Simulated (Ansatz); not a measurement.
AlN (interface cell)

Input file:

```
crystal:
  lattice:
    - [3.1135143366, 0.0, 0.0]
    - [0.0, 7.6265214316, 0.0]
    - [0.0, 0.0, 10.7855300423]
  atoms:
    - { symbol: Al, position: [0.0, 0.0, 0.0] }
    - { symbol: Al, position: [0.0, 0.3333333333, 0.3333333333] }
    - { symbol: "N", position: [0.0, 0.9166666667, 0.1666666667] }
    - { symbol: Al, position: [0.0, 0.6666666667, 0.1666666667] }
    - { symbol: Al, position: [0.0, 0.25, 0.5] }
    - { symbol: "N", position: [0.0, 0.5833333333, 0.3333333333] }
    - { symbol: Al, position: [0.5, 0.0, 0.25] }
    - { symbol: "N", position: [0.5, 0.5833333333, 0.0833333333] }
    - { symbol: "N", position: [0.5, 0.9166666667, 0.4166666667] }
    - { symbol: Al, position: [0.5, 0.3333333333, 0.0833333333] }
    - { symbol: Al, position: [0.5, 0.6666666667, 0.4166666667] }
    - { symbol: "N", position: [0.5, 0.25, 0.25] }
    - { symbol: "N", position: [0.0, 1.0, 0.5] }
    - { symbol: "N", position: [0.0, 0.3333333333, 0.8333333333] }
    - { symbol: Al, position: [0.0, 0.9166666667, 0.6666666667] }
    - { symbol: "N", position: [0.0, 0.6666666667, 0.6666666667] }
    - { symbol: "N", position: [0.0, 0.25, 0.0] }
    - { symbol: Al, position: [0.0, 0.5833333333, 0.8333333333] }
    - { symbol: "N", position: [0.5, 0.0, 0.75] }
    - { symbol: Al, position: [0.5, 0.5833333333, 0.5833333333] }
    - { symbol: Al, position: [0.5, 0.9166666667, 0.9166666667] }
    - { symbol: "N", position: [0.5, 0.3333333333, 0.5833333333] }
    - { symbol: "N", position: [0.5, 0.6666666667, 0.9166666667] }
    - { symbol: Al, position: [0.5, 0.25, 0.75] }
basis:
  ecutwfc: 420
kpoints:
  mp_grid: { grid: [8, 4, 2] }
hamiltonian:
  xc: pbe
scf:
  occupations: { method: gaussian, width: 0.05 }
output:
  forces: true
  stress: true
  eigenvalues: true
  populations: true
  write_density: true
  write_potential: true
  elf: true
  volumetric_format: npy
relax:
  adjacent_minimum: "off"
  f_tol: 0.02
  max_steps: 45
  cell: { fix: [a, b, alpha, beta, gamma], stress_tol: 0.1 }
```

Command:

```sh
ansatz run input.yaml --threads 4 --pin off --max-ram 9216MiB --backend cpu --events-out ev --progress --plain --runs-dir out
```

The fields are those of the relaxed geometry.

Computed pressure about 2 GPa in this cell.

The calculation used DFT PBE, scalar-relativistic, plane waves, PAW in Ansatz.

Q: What can the converged valence pseudo-density and electron localisation function tell about the bonding?

A: Al–N (1.90 Å): the density is about 0.67 e/Å³ at the midpoint; the ELF peaks at about 0.90 between the atoms.

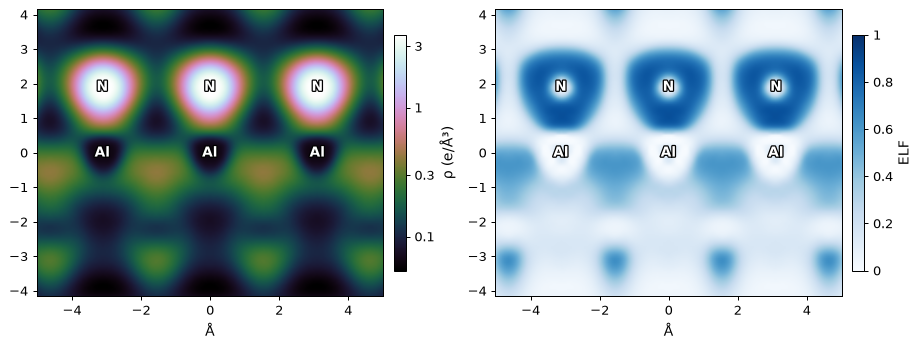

Computed valence pseudo-density and electron localisation function on the (001) plane of the calculation cell, in this order. Atoms just off the plane (Al, 0.6 Å away) can leave unmarked features too.

The density is the valence pseudo-density of a PAW calculation; it isn't the true density close to the nuclei.
